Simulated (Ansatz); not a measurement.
Consider Cu.

```yaml
crystal:
  lattice:
    - [2.50366, 0.00000, 0.00000]
    - [-1.25183, 2.16823, 0.00000]
    - [0.00000, 0.00000, 24.57559]
  atoms:
    - { symbol: Cu, position: [0.32875, 0.66717, 0.70947] }
    - { symbol: Cu, position: [0.65119, 0.32247, 0.54484] }
    - { symbol: Cu, position: [0.99820, 0.99564, 0.62725] }
    - { symbol: Cu, position: [0.33001, 0.66004, 0.45718] }
    - { symbol: Cu, position: [0.66734, 0.33265, 0.28989] }
    - { symbol: Cu, position: [0.01438, 0.00064, 0.37422] }
```

Space group P1; a structure from a database of computed crystals, not necessarily the ambient phase; changed on purpose from its base cell (atoms moved at random by about 0.05 A); not relaxed (largest force 0.6 eV/Å); computed pressure about 4 GPa in this cell.

Level of theory: Ansatz, Kohn-Sham DFT of a periodic cell, PBE, Ansatz PAW.

> What can the converged valence pseudo-density and electron localisation function tell about the bonding?

Cu–Cu (2.50 Å): ρ is about 0.32 e/Å³ halfway; the ELF is about 0.25 at the midpoint; no shared electron pair shows on this line.

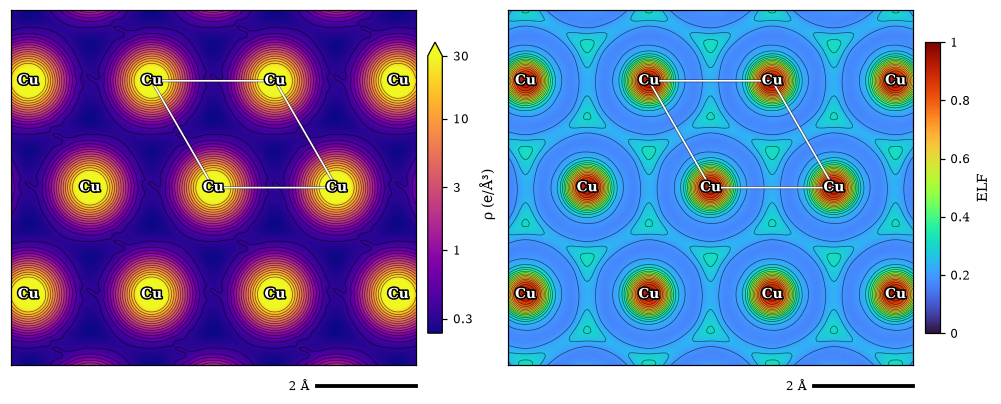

Computed valence pseudo-density and electron localisation function on the (001) plane of the conventional cell, in this order. 
